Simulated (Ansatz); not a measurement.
**Si$_{3}$N$_{4}$: density, localisation and related maps**

Input file:

```
crystal:
  lattice:
    - [4.13078, 0.0, 0.0]
    - [0.0, 4.13078, 0.0]
    - [0.0, 0.0, 4.13078]
  atoms:
    - { symbol: Si, position: [0.0, 0.0, 0.5] }
    - { symbol: Si, position: [0.5, 0.0, 0.0] }
    - { symbol: Si, position: [0.0, 0.5, 0.0] }
    - { symbol: "N", position: [0.23952, 0.23952, 0.76048] }
    - { symbol: "N", position: [0.76048, 0.76048, 0.76048] }
    - { symbol: "N", position: [0.23952, 0.76048, 0.23952] }
    - { symbol: "N", position: [0.76048, 0.23952, 0.23952] }
hamiltonian:
  xc: pbesol
  pseudopotentials: { kind: paw }
kpoints:
  mp_grid: { grid: [7, 7, 7] }
  band_path:
    path:
      - [[0.0, 0.0, 0.0], [0.0, 0.5, 0.0], [0.5, 0.5, 0.0], [0.0, 0.0, 0.0], [0.5, 0.5, 0.5], [0.0, 0.5, 0.0]]
      - [[0.5, 0.5, 0.0], [0.5, 0.5, 0.5]]
    npoints: 10
scf:
  occupations: { method: fermi_dirac, width: 0.05 }
  n_extra_bands: 17
output:
  forces: true
  stress: true
  eigenvalues: true
  fatbands: true
  write_density: true
  write_potential: true
  elf: true
  volumetric_format: npy
```

Run with:

```sh
ansatz run input.yaml --threads 4 --pin off --max-ram 11264MiB --backend cpu --events-out ev --progress --plain --runs-dir out
```

Below, planes, directions and counts refer to the conventional cell (a = 4.13 Å, b = 4.13 Å, c = 4.13 Å, α = 90.00°, β = 90.00°, γ = 90.00°).

Space group P-43m; a generated structure, not necessarily the stable one; computed pressure about −4 GPa in this cell.

Theory: Kohn-Sham DFT of a periodic cell, PBEsol, Ansatz PAW in Ansatz.

In a PAW calculation such maps are meaningful between the atoms, not at the nuclei.

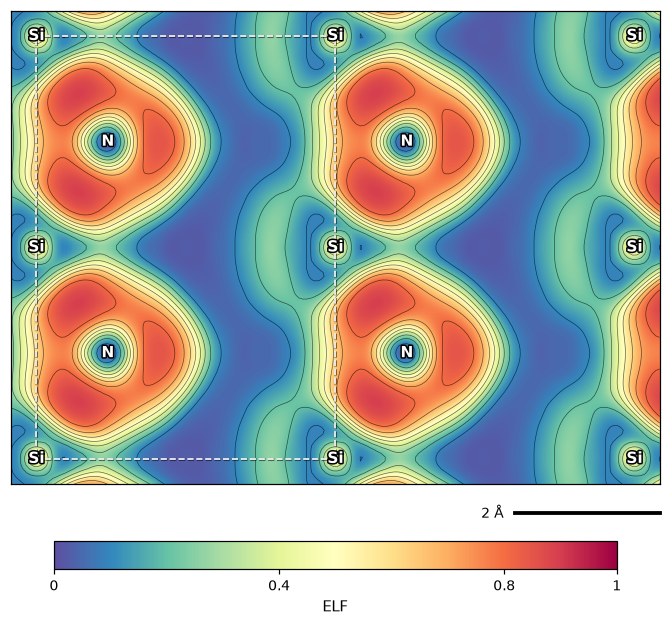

Figure 1. Electron localisation function on the (011̄) plane of the conventional cell.

> Read the bonding off the picture.

Atoms in the plane: Si and N. Si–N (1.77 Å): the ELF peaks at about 0.90 between the atoms (a polar covalent bond).

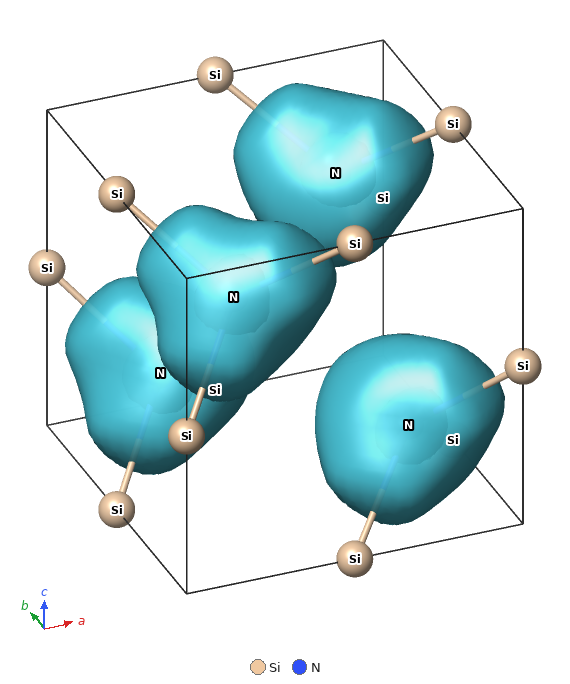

Figure 2. Isosurface of the ELF at 0.65 (cyan), seen at an oblique angle. Core shells and regions of very low density are left out. Sticks mark near contacts.

> Where are the electrons localised?

The ELF exceeds this value in four regions on N in which the atom's valence shell and bonds are merged, counted in one cell of 7 atoms. Any copies at cell faces, edges or corners count once.

> Does the calculation make it a metal, or give it a gap?

It is gapped, with a Kohn–Sham gap of 2.6 eV on the k-point mesh, an upper bound to the gap of this method.
